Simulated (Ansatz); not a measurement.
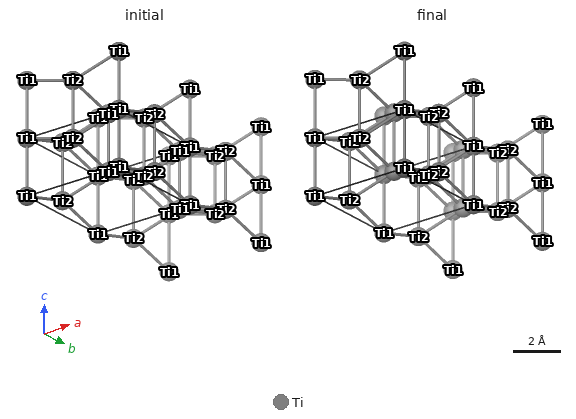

The structure of crystalline Ti (built on the beta-tin_141 type) (coarse preliminary run) before (left) and after (right) a relaxation, at one scale.

The picture is a ball-and-stick view of the conventional cell (2 times the calculation's cell), repeated 1 × 2 × 2 with one cell outlined, seen from a free direction. Lengths and directions refer to the drawn axes.

Case: beta-tin type (I4_1/amd, No. 141).

Theory: DFT PBEsol, scalar-relativistic, plane waves, PAW (Ansatz).

The input:
```yaml
crystal:
  lattice:
    - [-2.5205487218, 2.5205487218, 1.3750058557]
    - [2.5205487218, -2.5205487218, 1.3750058557]
    - [2.5205487218, 2.5205487218, -1.3750058557]
  atoms:
    - { symbol: Ti, position: [0.0, 0.0, 0.0] }
    - { symbol: Ti, position: [0.75, 0.25, 0.5] }
basis:
  ecutwfc: 420
kpoints:
  mp_grid: { grid: [8, 8, 8] }
hamiltonian:
  xc: pbesol
scf:
  occupations: { method: gaussian, width: 0.1 }
  lower_state_search: "off"
output:
  forces: true
  stress: true
  eigenvalues: true
relax:
  adjacent_minimum: "off"
  f_tol: 0.04
  max_steps: 70
  cell: { stress_tol: 0.4 }
```

Question: Describe what moved and what it gained.

Answer: The atoms keep their places relative to the cell (all moves are under 0.005 Å). The drawn cell changes as follows: a = b 5.041 → 4.897 Å (−2.9 %), c 2.750 → 2.776 Å (+0.9 %); the volume changes by −4.8 %. Some distances before and after: Ti1–Ti2 2.613 → 2.545 Å, Ti1–Ti1 2.750 → 2.776 Å. The space group stays I4_1/amd (No. 141). After 3 accepted moves (4 points after the start) the energy has fallen by 16.4 meV per atom. All forces vanish by symmetry, so only the cell relaxes. Pressure: −4.17 GPa at the start and 0.01 GPa at the end. At 1 point the geometry stayed and the basis and grid were re-selected for the new cell (energy shift of 0.1 meV per atom at most each time). The run took about 6 core-seconds on a shared host.
